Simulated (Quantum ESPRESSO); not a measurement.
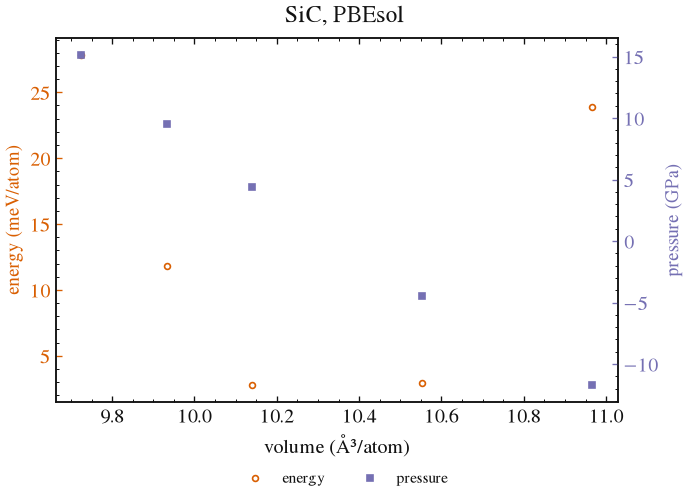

The picture above shows the energy and pressure against volume for SiC, space group F-43m (No. 216).

Cell as given: a = 3.082 Å, b = 3.082 Å, c = 3.082 Å, α = 60.00°, β = 60.00°, γ = 60.00°; 2 atoms.

Computed with Quantum ESPRESSO 7.5: plane-wave DFT, no spin polarisation; energies at scaled volumes of the given cell, shape and fractions fixed, counted from the fit's minimum, third-order Birch-Murnaghan fit. Level: PBEsol.

```tsv
setting	value
k mesh	10×10×10
occupations	Fermi–Dirac
smearing width	0.05 eV
potentials	GBRV 1.5 PBEsol
wave cutoff	612.3 eV
density cutoff	4898 eV
```

The points at volume 10.35 Å³/atom and 10.76 Å³/atom are left out of the plot. What values does the calculation give there?

```
volume (Å³/atom)  energy (meV/atom)  pressure (GPa)
           10.35               0.01           -0.24
           10.76              11.06           -8.27
```
